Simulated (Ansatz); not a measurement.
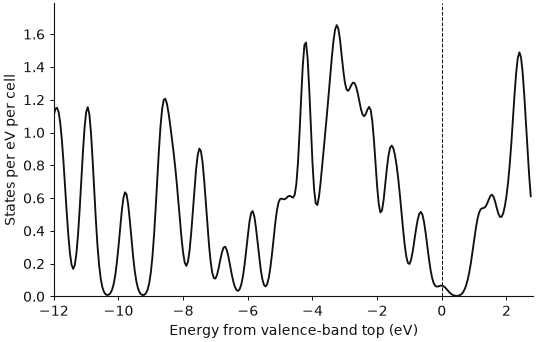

Density of states. Energies are counted from the top of the valence band. The curve is built from the levels of the k mesh with Gaussians 0.4 eV wide, which also blur the band edges.

This input was run:

```
crystal:
  lattice:
    - [0.0, 2.7943204091, 2.7943204091]
    - [2.7943204091, 0.0, 2.7943204091]
    - [2.7943204091, 2.7943204091, 0.0]
  atoms:
    - { symbol: Ge, position: [0.0, 0.0, 0.0] }
    - { symbol: Ge, position: [0.25, 0.25, 0.25] }
kpoints:
  mp_grid: { grid: [6, 6, 6] }
  band_path:
    path:
      - [0.0, 0.0, 0.0]
      - [0.5, 0.0, 0.5]
      - [0.625, 0.25, 0.625]
      - [0.375, 0.375, 0.75]
      - [0.5, 0.5, 0.5]
      - [0.5, 0.25, 0.75]
      - [0.0, 0.0, 0.5]
    npoints: 1
hamiltonian:
  xc: hse06
scf:
  occupations: { method: fixed }
  n_extra_bands: 4
output:
  forces: true
  stress: true
  eigenvalues: true
```

Command:
```bash
ansatz run input.yaml --threads 4 --pin off --max-ram 4608MiB --backend cpu --events-out ev --progress --plain --runs-dir out
```

Question: Is there a gap at the Fermi level, and how wide?

Answer: There is a gap; over the k points computed it is 0.94 eV (indirect; the smallest direct gap is 1.26 eV).
